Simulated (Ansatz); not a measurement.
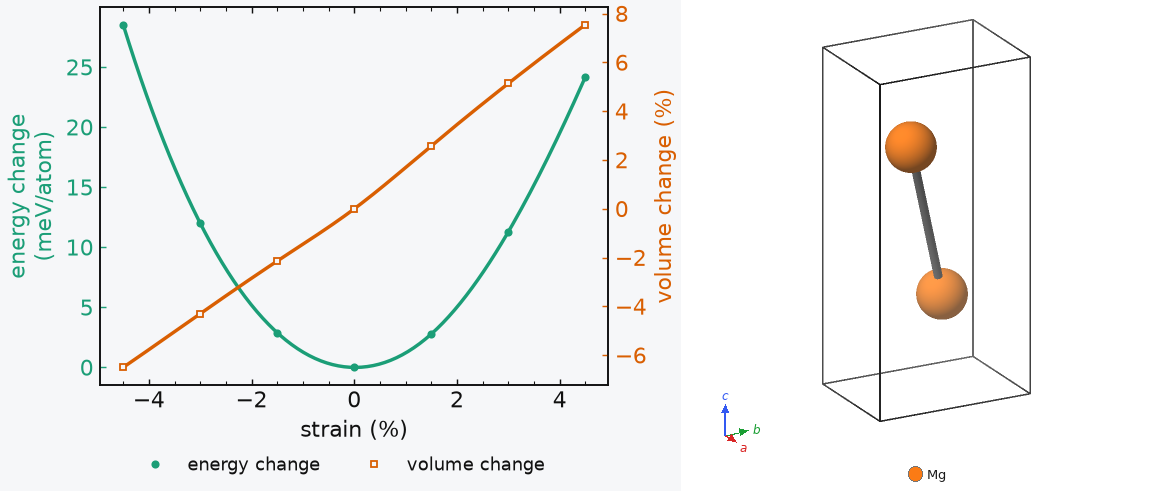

The figure shows the energy change and volume change against strain for Mg, space group P6_3/mmc (No. 194). The cell is drawn beside the plot.

Cell as given: a = 3.194 Å, b = 3.194 Å, c = 5.104 Å, α = 90.00°, β = 90.00°, γ = 120.00°; 2 atoms.

Method: energy, stress and cell of a relaxed crystal along a series of strains, atoms and what the cell freedom names relaxed within the symmetry; plane waves with PAW datasets, Γ-centred k mesh; energies extrapolated to zero smearing (Ansatz 0.2.0). Level: r2SCAN, no spin polarisation.

wave cutoff 500 eV; k mesh 15×15×8; occupations Gaussian; smearing width 0.1 eV; strain kind biaxial in the ab plane; cell freedom length and tilt of c free.

**Is the starting structure at a minimum along this coordinate?**

Yes: the energy rises on both sides of the starting structure, which is therefore a minimum along this path.

**How does the volume change vary with strain?**

It rises from −6.50 % at strain −4.5 % to 7.55 % at 4.5 %.
